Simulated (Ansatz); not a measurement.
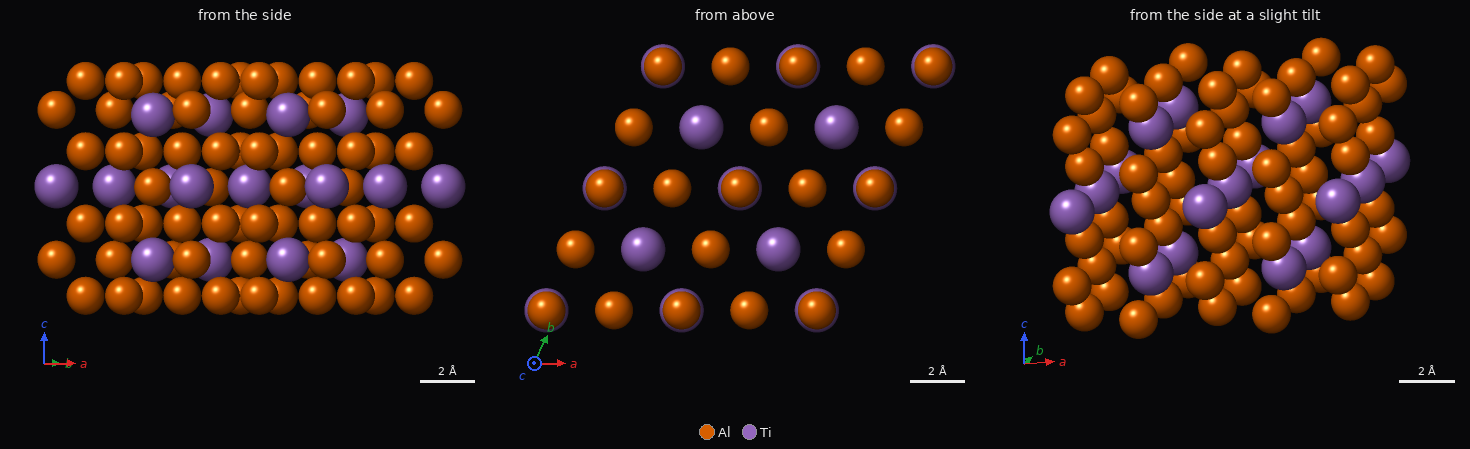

A spheres-only picture of a periodic slab, seen from the side, from above and from the side at a slight tilt. The surface normal points up in side views; the vacuum is left out. 2×2 cells are drawn in the plane, with atoms at the edges repeated.

The cell holds 3 Ti, 11 Al. The slab was cut from bulk TiAl3 (I4/mmm).

Which species face the vacuum on either side?

The top face ends in Al, the bottom face in Al. The two faces are alike.

Estimate the thickness.

About 8 Å from the lowest to the highest atom.

What is the order of the atomic planes, starting from the top?

Seven planes: Al / TiAl / Al / TiAl / Al / TiAl / Al.

Along which plane was the crystal cut?

(1 1 0).

The structure comes from a structure listed in the Materials Project, from which a slab was cut. The atoms were relaxed in a fixed cell with DFT PBEsol, scalar-relativistic, plane waves, PAW in Ansatz 0.2.0, but for six held in place.

At this level of theory the run's own cell isn't at rest (forces up to 0.7 eV/Å), so its distances can differ from those at equilibrium, the more so the softer the solid.
